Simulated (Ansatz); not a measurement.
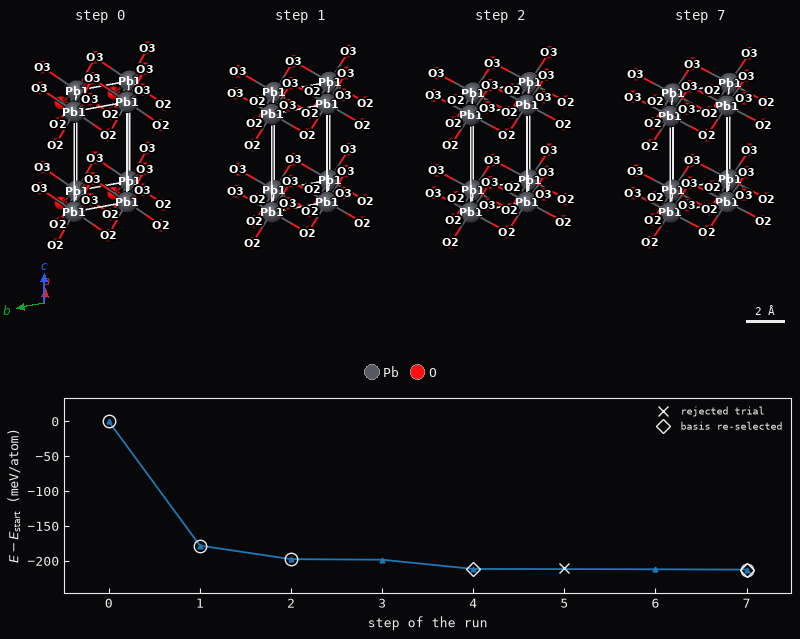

Frames of a relaxation of a crystal of PbO2 (a generated structure, set up in P-3m1) (coarse preliminary run), marked on the history of the run. A ball-and-stick model of the cell of the calculation, seen from a free direction.

Case: Se → O, Sn → Pb on all its sites, cell and atoms relaxed.

Level of theory: DFT PBE, scalar-relativistic, plane waves, PAW in Ansatz 0.2.0. (plane-wave cutoff 420 eV; k-point mesh 6 × 6 × 4; occupations gaussian; smearing width 0.1 eV; no spin polarisation; cell and atoms relaxed; force threshold 0.05 eV/Å; at most 60 steps)

Question: Describe the path.

Answer: The largest moves relative to the cell, 0.19 Å, are those of O2 and O3. O3 goes along −c. Pb stays in place. The drawn cell changes as follows: a = b 3.166 → 3.409 Å (+7.7 %), c 5.700 → 5.484 Å (−3.8 %); the volume changes by +11.6 %. Some distances before and after: Pb1–O2 2.245 → 2.238 Å. Bond angles that change, for instance: O2–Pb1–O2 89.7° → 99.2°, Pb1–O3–Pb1 89.7° → 99.2°, O2–Pb1–O3 90.3° → 80.8°. The space group stays P-3m1 (No. 164). The energy falls by 212 meV per atom in 4 accepted moves (7 points after the start). The largest force component goes from 1.4 to 0.012 eV/Å. The pressure goes from 5.79 to 0.16 GPa. The line search rejected the trial step at point 5 of the run. At 2 points the geometry stayed and the basis and grid were re-selected for the new cell (energy shift of 13.2 meV per atom at most each time). From step 0 to 1: O atoms move most (0.13 Å), volume +7.5 %, energy −178 meV per atom. From step 1 to 2: O atoms move most (0.06 Å), volume +3.1 %, energy −19.4 meV per atom. From step 2 to 7: volume +0.6 %, energy −15.0 meV per atom.

| step | E − E(0), meV/atom | largest force component, eV/Å | pressure, GPa | volume, Å³/atom | note |
| --- | --- | --- | --- | --- | --- |
| 0 | 0.00 | 1.3617 | 5.79 | 16.490 |  |
| 1 | -177.92 | 0.4370 | 1.66 | 17.732 |  |
| 2 | -197.37 | 0.0537 | 0.22 | 18.286 |  |
| 3 | -198.15 | 0.0019 | -0.03 | 18.259 |  |
| 4 | -211.36 | 0.0052 | 0.93 | 18.259 | same geometry, new basis |
| 5 | -210.16 | 0.1439 | -1.20 | 18.658 | rejected |
| 6 | -211.88 | 0.0123 | 0.16 | 18.400 |  |
| 7 | -212.36 | 0.0120 | 0.16 | 18.400 | same geometry, new basis |

Limits of the set-up: layers or molecules are held without a dispersion correction, so their spacing is unreliable.
